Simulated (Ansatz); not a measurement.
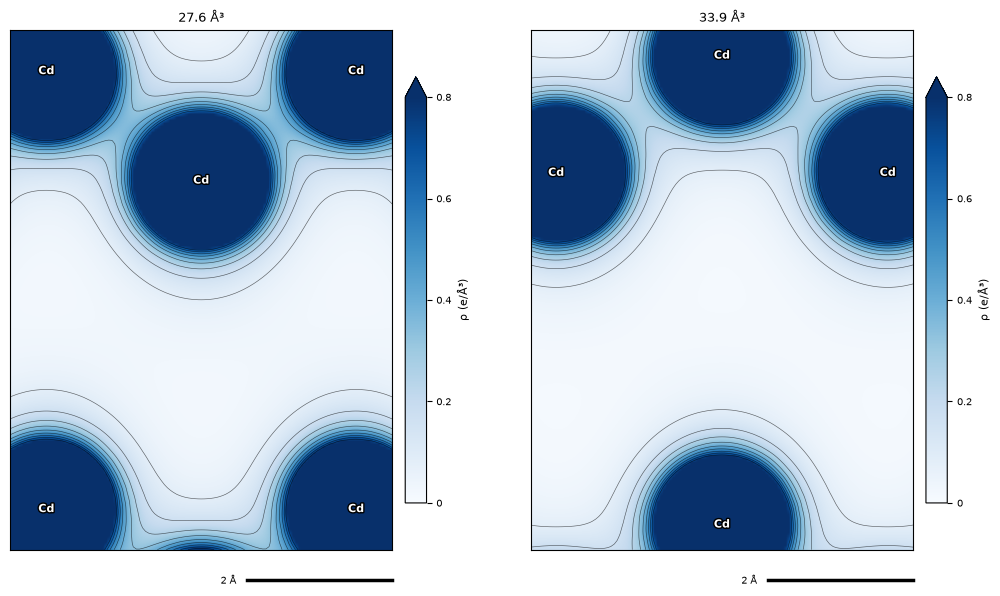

Cd. The valence charge density (pseudo) of cells scaled evenly to different volumes (given per atom above each panel), on the (101̄) plane of each (indices in the axes of the cell below), at one length scale and on one colour scale.

A generated structure, not necessarily the stable one.

Level of theory: Ansatz, DFT, LDA (PW92), plane waves (420 eV) with PAW, scalar-relativistic.

Core electrons are frozen (PAW), and the valence fields are smoothed inside the atomic spheres.

The largest cell:

```
CELL_PARAMETERS angstrom
0.00000 3.23644 3.23644
3.23644 0.00000 3.23644
3.23644 3.23644 0.00000
ATOMIC_POSITIONS crystal
Cd 0.12500 0.12500 0.12500
Cd 0.87500 0.87500 0.87500
```

| volume (Å³/atom) | Cd–Cd contact in the plane (Å) | ρ at its midpoint (e/Å³) | 
| --- | --- | --- |
| 27.62 | 2.618 | 0.352 | 
| 31.39 | 2.732 | ? | 
| 33.90 | 2.803 | 0.255 | 

**What values belong in the row with question marks?**

Over the known rows ln ρ falls by 1.74 per Å of Cd–Cd distance (the line through the two), which gives 0.289 e/Å³ at 2.732 Å; the calculation gives 0.288 e/Å³.
